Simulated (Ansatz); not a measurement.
## Geometry relaxation, with input and output: Si (part 2 of 2)

Continued. System: Si (P6₃/mmc, 4 atoms in the cell). Method: DFT, HSE06, plane waves, PAW, no spin polarisation (Ansatz 0.2.0); cutoff 420 eV, 6×6×4 k-mesh, Fermi–Dirac smearing of 0.02 eV. The structure was built on a prototype by a generator. The geometry comes from this level: r2SCAN.

Geometry of the input (Å; fractional positions):
```
3.8321  0.0000  0.0000
-1.9161  3.3187  0.0000
0.0000  0.0000  6.3412
Si 0.3333  0.6667  0.0006
Si 0.6667  0.3333  0.5006
Si 0.3333  0.6667  0.3744
Si 0.6667  0.3333  0.8744
```

## Output, continued
```
SCF iter   1: F=—  HF=-2545.104832 eV  |F-HF|=—  |Δ(HF+E_count)|=         —  Δρ=1.66e-4  dr2=3.45e-5  ethr=4.81e-7  ⟨swp⟩=5.4  Hψ=1288  notcnv=0
preconditioner: auto → none  [insulator: Δε(μ)=0.963 eV  Ē_g=9.132 eV  σ=0.020 eV  W_gap=1.00  n_scr=10 (ndim 8)  ℏωp=16.6 eV  f_vac=0.000  D(μ)=0.00/eV (n_scr^D=0)]
iter 2 solved again at ethr=1.84e-8 eV; its pass at ethr=1.96e-7 eV (dr2=2.95e-6 eV) is discarded
SCF iter   2: F=—  HF=-2545.104819 eV  |F-HF|=—  |Δ(HF+E_count)|=   1.26e-5  Δρ=6.11e-5  dr2=6.46e-6  ethr=1.84e-8  ⟨swp⟩=2.1  Hψ=847  notcnv=0
SCF iter   3: F=—  HF=-2545.104856 eV  |F-HF|=—  |Δ(HF+E_count)|=   3.63e-5  Δρ=3.64e-5  dr2=1.52e-6  ethr=1.82e-8  ⟨swp⟩=4.1  Hψ=675  notcnv=0
SCF iter   4: F=—  HF=-2545.104855 eV  |F-HF|=—  |Δ(HF+E_count)|=   5.81e-7  Δρ=1.04e-5  dr2=1.87e-7  ethr=9.04e-9  ⟨swp⟩=2.0  Hψ=420  notcnv=0
SCF iter   5: F=—  HF=-2545.104856 eV  |F-HF|=—  |Δ(HF+E_count)|=   7.14e-7  Δρ=5.95e-6  dr2=4.79e-8  ethr=5.52e-10  ⟨swp⟩=4.1  Hψ=645  notcnv=0
SCF iter   6: F=-2545.104856 eV  HF=-2545.104856 eV  |F-HF|=1.65e-10  |Δ(HF+E_count)|=   1.90e-8  Δρ=2.38e-7  dr2=4.00e-9  ethr=2.75e-10  ⟨swp⟩=2.7  Hψ=451  notcnv=0
SCF 7 stopped early in 6 iterations: F = -2545.104856 eV  dr2 = 4.00e-9
  Residual-converged pass: ⟨swp⟩=3.3  Hψ=598  notcnv=0  max |occ|·‖R‖ = 2.7e-6 eV (tolerance 2.7e-6 eV)  dr2=4.03e-9  dr2_onsite=2.83e-12  max |Δocc| = 2.4e-17
hybrid outer 1: dexx = +4.266e-5 eV, tail = 3.28e-8 eV
Exchange kernel: α = 0.2500, screened, ω = 0.2079 Å⁻¹, Wigner–Seitz truncation, v(0) = 1046.6300 eV·Å³, q-mesh 6×6×4, nearest image of the exchange supercell L = 23.00 Å, pair-density grid 15×15×24, without the augmentation charges, whose exchange is taken in its separable form by FFT convolution over the k-point mesh (sized by the pseudopotential files, 24×24×45 at the most), smooth part of the exact exchange by density-matrix convolution
Frozen-core exchange: fock
SCF iter   1: F=—  HF=-2545.104856 eV  |F-HF|=—  |Δ(HF+E_count)|=         —  Δρ=1.03e-6  dr2=4.17e-10  ethr=1.03e-9  ⟨swp⟩=7.5  Hψ=938  notcnv=0
SCF iter   2: F=—  HF=-2545.104856 eV  |F-HF|=—  |Δ(HF+E_count)|=  3.52e-10  Δρ=4.54e-7  dr2=5.50e-11  ethr=2.43e-12  ⟨swp⟩=3.2  Hψ=574  notcnv=0
SCF iter   3: F=-2545.104856 eV  HF=-2545.104856 eV  |F-HF|=1.14e-11  |Δ(HF+E_count)|=  2.77e-11  Δρ=2.32e-7  dr2=1.02e-11  ethr=1.00e-12  ⟨swp⟩=2.0  Hψ=420  notcnv=0
SCF 8 converged in 3 iterations: F = -2545.104856 eV  dr2 = 1.02e-11
  Residual-converged pass: ⟨swp⟩=3.2  Hψ=593  notcnv=0  max |occ|·‖R‖ = 1.3e-7 eV (tolerance 1.3e-7 eV)  dr2=1.02e-11  dr2_onsite=3.61e-12  max |Δocc| = 2.0e-19
hybrid outer 2: dexx = +4.321e-10 eV, tail = 3.35e-11 eV, Δε = 1.72e-5 eV (about 5.44e-7 eV left of the loop's levels), ΔF = 1.84e-4 eV/Å (tail 1.40e-5)
relax step   3: F+E_penalty+E_count = -2545.10485648 eV  Δ(F+E_penalty+E_count) = -1.660e-4 eV  max|allowed force component| = 1.919e-3 eV/Å  Δτ_max = 0.0015 Å  P = -0.020 GPa  Ω = 80.500 Å³  energy of the carried Pulay correction = +2.153e-5 eV  (9 SCF iters, accepted)
Exchange kernel: α = 0.2500, screened, ω = 0.2079 Å⁻¹, Wigner–Seitz truncation, v(0) = 1046.6300 eV·Å³, q-mesh 6×6×4, nearest image of the exchange supercell L = 23.00 Å, pair-density grid 15×15×24, without the augmentation charges, whose exchange is taken in its separable form by FFT convolution over the k-point mesh (sized by the pseudopotential files, 24×24×45 at the most), smooth part of the exact exchange by density-matrix convolution
Frozen-core exchange: fock
iter 1 solved again at ethr=1.43e-12 eV; its pass at ethr=1.00e-1 eV (dr2=2.29e-10 eV) is discarded
SCF iter   1: F=—  HF=-2545.104833 eV  |F-HF|=—  |Δ(HF+E_count)|=         —  Δρ=1.95e-6  dr2=2.56e-10  ethr=1.43e-12  ⟨swp⟩=19.1  Hψ=2522  notcnv=28  reapply=1
preconditioner: auto → none  [insulator: Δε(μ)=1.248 eV  Ē_g=9.579 eV  σ=0.020 eV  W_gap=1.00  n_scr=10 (ndim 8)  ℏωp=16.6 eV  f_vac=0.000  D(μ)=0.00/eV (n_scr^D=0)]
SCF iter   2: F=—  HF=-2545.104833 eV  |F-HF|=—  |Δ(HF+E_count)|=   1.86e-9  Δρ=9.78e-7  dr2=8.24e-11  ethr=1.43e-12  ⟨swp⟩=2.3  Hψ=436  notcnv=0  defer=7
SCF iter   3: F=-2545.104833 eV  HF=-2545.104833 eV  |F-HF|=0.00e0  |Δ(HF+E_count)|=  6.42e-10  Δρ=7.92e-9  dr2=1.78e-13  ethr=1.00e-12  ⟨swp⟩=2.2  Hψ=424  notcnv=0
SCF 9 converged in 3 iterations: F = -2545.104833 eV  dr2 = 1.78e-13
  Residual-converged pass: ⟨swp⟩=3.0  Hψ=542  notcnv=0  max |occ|·‖R‖ = 1.2e-7 eV (tolerance 1.3e-7 eV)  dr2=1.80e-13  dr2_onsite=1.11e-15  max |Δocc| = 1.9e-25
hybrid outer 1: dexx = +3.767e-10 eV, tail = 3.62e-10 eV
Exchange kernel: α = 0.2500, screened, ω = 0.2079 Å⁻¹, Wigner–Seitz truncation, v(0) = 1046.6300 eV·Å³, q-mesh 6×6×4, nearest image of the exchange supercell L = 23.00 Å, pair-density grid 15×15×24, without the augmentation charges, whose exchange is taken in its separable form by FFT convolution over the k-point mesh (sized by the pseudopotential files, 24×24×45 at the most), smooth part of the exact exchange by density-matrix convolution
Frozen-core exchange: fock
SCF iter   1: F=—  HF=-2545.104833 eV  |F-HF|=—  |Δ(HF+E_count)|=         —  Δρ=9.31e-9  dr2=2.88e-14  ethr=2.50e-12  ⟨swp⟩=17.1  Hψ=1535  notcnv=8
preconditioner: auto → none  [insulator: Δε(μ)=0.963 eV  Ē_g=9.144 eV  σ=0.020 eV  W_gap=1.00  n_scr=10 (ndim 8)  ℏωp=16.6 eV  f_vac=0.000  D(μ)=0.00/eV (n_scr^D=0)]
SCF iter   2: F=-2545.104833 eV  HF=-2545.104833 eV  |F-HF|=9.09e-13  |Δ(HF+E_count)|=  4.55e-13  Δρ=4.42e-9  dr2=5.50e-15  ethr=1.00e-12  ⟨swp⟩=2.0  Hψ=420  notcnv=0
SCF 10 converged in 2 iterations: F = -2545.104833 eV  dr2 = 5.50e-15
  Residual-converged pass: ⟨swp⟩=1.7  Hψ=289  notcnv=0  max |occ|·‖R‖ = 1.3e-7 eV (tolerance 1.3e-7 eV)  dr2=5.53e-15  dr2_onsite=1.58e-16  max |Δocc| = 7.4e-24
hybrid outer 2: dexx = +2.132e-14 eV, tail = 1.13e-14 eV, Δε = 1.51e-7 eV (about 1.51e-7 eV left of the loop's levels), ΔF = 8.33e-8 eV/Å (tail 1.59e-6)
relax step   4: F+E_penalty+E_count = -2545.10483349 eV  Δ(F+E_penalty+E_count) = +2.298e-5 eV  max|allowed force component| = 1.910e-3 eV/Å  Δτ_max = 0.0000 Å  P = -0.020 GPa  Ω = 80.500 Å³  stress off target by 2.40e-2 GPa  SCF on the basis re-selected at this cell (its energy is not comparable with the rows above)  (5 SCF iters)
```

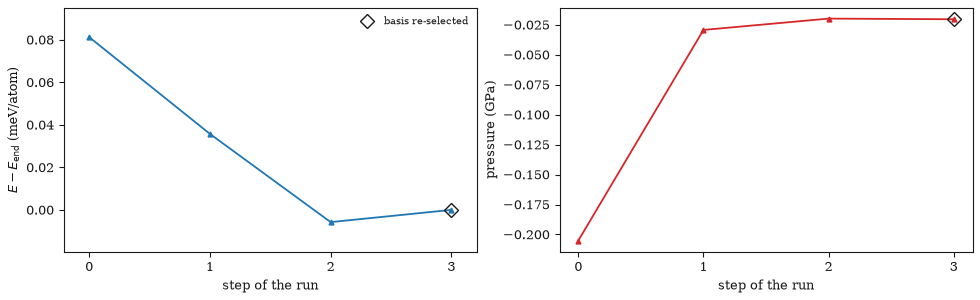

Progress of the relaxation, step by step (the first geometry is step 0 here and step 1 in the log). The atoms keep their places relative to the cell (all moves are under 0.005 Å). The volume changes by −0.2 %, with a = b 3.832 → 3.833 Å (0.0 %), c 6.341 → 6.327 Å (−0.2 %). The space group stays P6_3/mmc (No. 194). The energy falls by 0.1 meV per atom in 2 geometry steps. The largest force component goes from 0.019 to 0.0019 eV/Å. The pressure goes from −0.21 to −0.02 GPa. A last SCF at the same geometry on a re-selected plane-wave basis shifts the energy by +0.0 meV per atom. (Atoms are counted from 1 in the order of the input.)

```
basis re-selected at this cell: Δ(F+E_penalty+E_count) = +2.298e-5 eV, ΔP = -0.001 GPa vs the last step (what re-selecting the basis moved, of the pressure what is left beyond the Pulay correction that the steps carried, after the strain that the cell walked since its last selection, with what the two solves' SCF thresholds leave and, on support functions, any second-order correction that the steps lacked; it is no measure of the basis error at this ecutwfc). This SCF's stress stands 2.40e-2 GPa from its target on what of the cell is left free (relax.cell.stress_tol is 5.00e-2 GPa) and its largest allowed force component is 1.91e-3 eV/Å (relax.f_tol is 5.00e-3 eV/Å): within both
hybrid SCF converged: 2 outer / 5 inner (+0 warm-up), last move |dexx| = 2.13e-14 eV, tail = 1.13e-14 eV
Stability not checked: this state was not tested for a lower state beside it, because the functional holds exact exchange (a hybrid, or Hartree-Fock), whose exchange loop this test does not read (fock_operator; see scf.lower_state_search)
Free energy (F): -2545.104833 eV
Frozen-core exchange: fock
Harris-Foulkes:  -2545.104833 eV  (|F-HF|=9.09e-13)
Internal energy: -2545.104833 eV  (E = F + TS)
E sigma→0 (E₀):  -2545.104833 eV
Fermi energy:    6.590156 eV
--- Per-component energies (eV) ---
  E_band       = 4.413605
  E_kinetic    = 161.668959
  E_local      = -109.343992  (includes V_loc(G=0)·N_el)
  E_nonlocal   = 101.167353
  E_hartree    = 30.631389
  E_xc         = -179.945576
  E_vxc        = -152.720260  (∫ρ·V_xc dr)
  E_exx        = -22.314939  (= α·E_x^exact, valence–valence)
  E_paw        = -2071.081305  (= ΣΔE_a)
  E_vpaw       = -12.991380  (= ΣTr[D̂ρ^β])
  E_aug_tail   = 0.000024  (compensation charges beyond the density's cutoff)
  E_ewald      = -455.650282
  E_core_change = -0.236465  (= ΣΔE_core)
  E_smearing   = -0.000000  (= −TS)
  E_closure    = -0.000000  (closes the sum)
  Σ components = -2545.104833   (vs F -2545.104833, Δ=0.00e0)
--- Forces (eV/Å), atoms counted from 1 ---
  atom   1  Si     0.00000000    -0.00000000     0.00191042
  atom   2  Si    -0.00000000     0.00000000     0.00191042
  atom   3  Si     0.00000000    -0.00000000    -0.00191042
  atom   4  Si    -0.00000000     0.00000000    -0.00191042
  max |Σ_I F_I| component: 3.70e-17 eV/Å
--- Stress (GPa, compression-positive) ---
       -0.018578       0.000000      -0.000000
       -0.000000      -0.018578       0.000000
       -0.000000       0.000000      -0.023980
  P = ⅓ Tr σ = -0.0204 GPa (-0.204 kbar)
--- Band table (eV; the first three rows and the last of 21) ---
  k-point 0: bands = ["-7.4246", "-4.8799", "-1.8566", "4.4402", "4.4402", "5.7682", "6.1125", "6.1125", "7.7890", "8.8191"]
  k-point 1: bands = ["-7.2012", "-5.5720", "-0.7301", "4.0798", "4.6143", "4.6143", "5.7495", "5.7495", "8.0058", "9.1465"]
  k-point 2: bands = ["-6.5492", "-6.5492", "1.5132", "1.5132", "5.1019", "5.1019", "5.1019", "5.1019", "8.6210", "8.6210"]
  k-point 20: bands = ["-3.5914", "-3.5914", "-2.0973", "-2.0973", "1.2280", "1.2280", "3.9520", "3.9520", "8.3464", "8.3464"]
  guard bands above this table: 2 of the run's 12 bands. The solve was not asked for them (output.publish_guard_bands: true or output.eigenvalues: true publishes all)
--- Relaxed structure (3 steps of the walk, 3 accepted, 1 SCFs on fresh bases) ---
  F+E_penalty+E_count = -2545.10483349 eV   max|allowed force component| = 1.910e-3 eV/Å   (the final SCF, on the basis selected at the relaxed cell)
  cell:  # Å, volume = 80.4998 Å³
    - [3.8330687579511946, -2.8874625100742172e-11, 0.0]
    - [-1.9165343789505913, 3.319534918852638, 0.0]
    - [0.0, 0.0, 6.326606997173492]
  atoms:
    - { symbol: Si, position: [0.3333333333333333, 0.6666666666666665, 0.00029234736622820644] }
    - { symbol: Si, position: [0.6666666666666665, 0.33333333333333326, 0.5002923473662281] }
    - { symbol: Si, position: [0.3333333333333333, 0.6666666666666665, 0.37470765263377187] }
    - { symbol: Si, position: [0.6666666666666665, 0.33333333333333326, 0.8747076526337718] }
```

## File rho_z.tsv
```
# z_ang	rho[e/angstrom^3]
# format = ansatz-planar-average/11
# lattice	3.833068758	-0.000000000	0.000000000
# lattice	-1.916534379	3.319534919	0.000000000
# lattice	0.000000000	0.000000000	6.326606997
# sites	4
# site	14	0.000000000	2.213023279	0.001849567
# site	14	1.916534379	1.106511640	3.165153065
# site	14	0.000000000	2.213023279	2.370628057
# site	14	1.916534379	1.106511640	5.533931556
0.000000	2.580665e-1
0.140591	2.256912e-1
0.281183	1.974892e-1
0.421774	1.761281e-1
0.562365	1.602348e-1
0.702956	1.470257e-1
0.843548	1.354653e-1
0.984139	1.266753e-1
1.124730	1.220948e-1
1.265321	1.224061e-1
1.405913	1.275671e-1
1.546504	1.367929e-1
1.687095	1.485917e-1
1.827686	1.620248e-1
1.968278	1.784425e-1
2.108869	2.006508e-1
2.249460	2.296139e-1
2.390052	2.621097e-1
2.530643	2.913402e-1
2.671234	3.099367e-1
2.811825	3.130582e-1
2.952417	2.998989e-1
3.093008	2.738746e-1
3.233599	2.416972e-1
3.374190	2.107940e-1
3.514782	1.859642e-1
3.655373	1.676828e-1
3.795964	1.534235e-1
3.936555	1.410008e-1
4.077147	1.306204e-1
4.217738	1.237969e-1
4.358329	1.216263e-1
4.498921	1.244095e-1
4.639512	1.317550e-1
4.780103	1.424678e-1
4.920694	1.550818e-1
5.061286	1.696849e-1
5.201877	1.886793e-1
5.342468	2.143829e-1
5.483059	2.457893e-1
5.623651	2.776226e-1
5.764242	3.023558e-1
5.904833	3.135834e-1
6.045424	3.083951e-1
6.186016	2.881311e-1
```

## Trajectory as extended XYZ (Å, eV, eV/Å), 4 frames, from step=1 to step=4
```
4
Lattice="3.8321 0.0000 0.0000 -1.9161 3.3187 0.0000 0.0000 0.0000 6.3412" Properties=species:S:1:pos:R:3:forces:R:3 step=1 energy=-2545.10451 pressure_GPa=-0.21
Si    0.0000    2.2125    0.0036    0.0000   0.0000  -0.0186
Si    1.9161    1.1062    3.1742    0.0000   0.0000  -0.0186
Si    0.0000    2.2125    2.3744    0.0000   0.0000   0.0186
Si    1.9161    1.1062    5.5450    0.0000   0.0000   0.0186
4
Lattice="3.8358 0.0000 0.0000 -1.9179 3.3219 0.0000 0.0000 0.0000 6.3184" Properties=species:S:1:pos:R:3:forces:R:3 step=2 energy=-2545.10469 pressure_GPa=-0.03
Si    0.0000    2.2146    0.0003    0.0000   0.0000   0.0217
Si    1.9179    1.1073    3.1596    0.0000   0.0000   0.0217
Si    0.0000    2.2146    2.3691    0.0000   0.0000  -0.0217
Si    1.9179    1.1073    5.5283    0.0000   0.0000  -0.0217
4
Lattice="3.8331 0.0000 0.0000 -1.9165 3.3195 0.0000 0.0000 0.0000 6.3266" Properties=species:S:1:pos:R:3:forces:R:3 step=3 energy=-2545.10486 pressure_GPa=-0.02
Si    0.0000    2.2130    0.0019    0.0000   0.0000   0.0019
Si    1.9165    1.1065    3.1652    0.0000   0.0000   0.0019
Si    0.0000    2.2130    2.3706    0.0000   0.0000  -0.0019
Si    1.9165    1.1065    5.5339    0.0000   0.0000  -0.0019
4
Lattice="3.8331 0.0000 0.0000 -1.9165 3.3195 0.0000 0.0000 0.0000 6.3266" Properties=species:S:1:pos:R:3:forces:R:3 step=4 energy=-2545.10483 pressure_GPa=-0.02
Si    0.0000    2.2130    0.0019    0.0000   0.0000   0.0019
Si    1.9165    1.1065    3.1652    0.0000   0.0000   0.0019
Si    0.0000    2.2130    2.3706    0.0000   0.0000  -0.0019
Si    1.9165    1.1065    5.5339    0.0000   0.0000  -0.0019
```

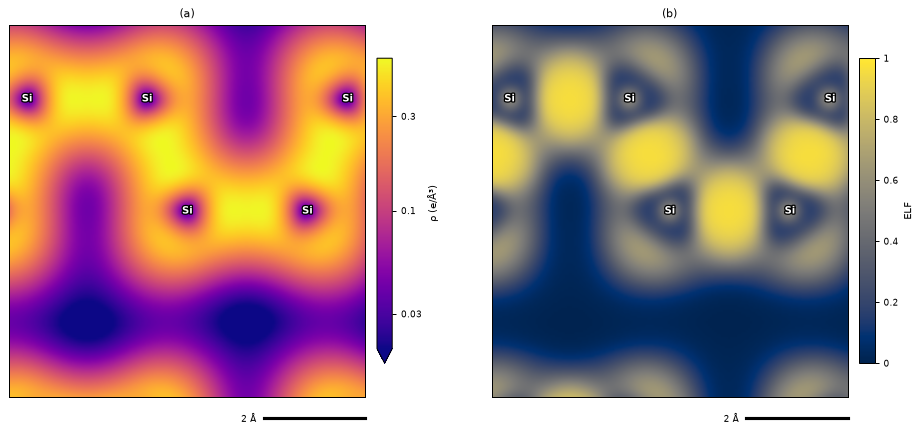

(a) valence electron density; (b) electron localisation function on the (110) plane of the conventional cell. The section cuts through Si sites. Away from the nuclei the density in this plane falls to 0.02 e/Å³ at its lowest. In a PAW calculation such maps are meaningful between the atoms, not at the nuclei.

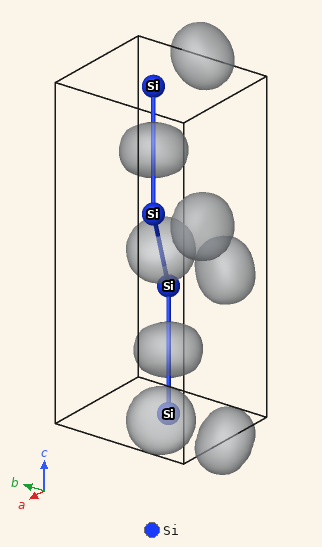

Isosurface of the ELF at 0.85 (grey), seen at an oblique angle. Core shells and regions of very low density are left out. Sticks mark near contacts. The outline is the cell set on symmetry axes. Along the contacts the grid gives the following. Si–Si (2.35 Å): the ELF peaks at about 0.95 between the atoms, which marks a shared electron pair.

## Summary

```csv
quantity,value
outcome,converged
space group (tolerance 0.01 Å),P6₃/mmc (194)
electrons treated,16
free energy,−2545.1048 eV
Fermi energy,6.590 eV
gap on the k-point mesh,0.96 eV
pressure,−0.02 GPa
final volume,80.50 Å³
largest force (length of the vector) at the end,0.002 eV/Å
final cell,"a = 3.833 Å, b = 3.833 Å, c = 6.327 Å, α = 90.00°, β = 90.00°, γ = 120.00°"
wall time,33 s (CPU time 63 s)
peak memory,1.3 GiB
```
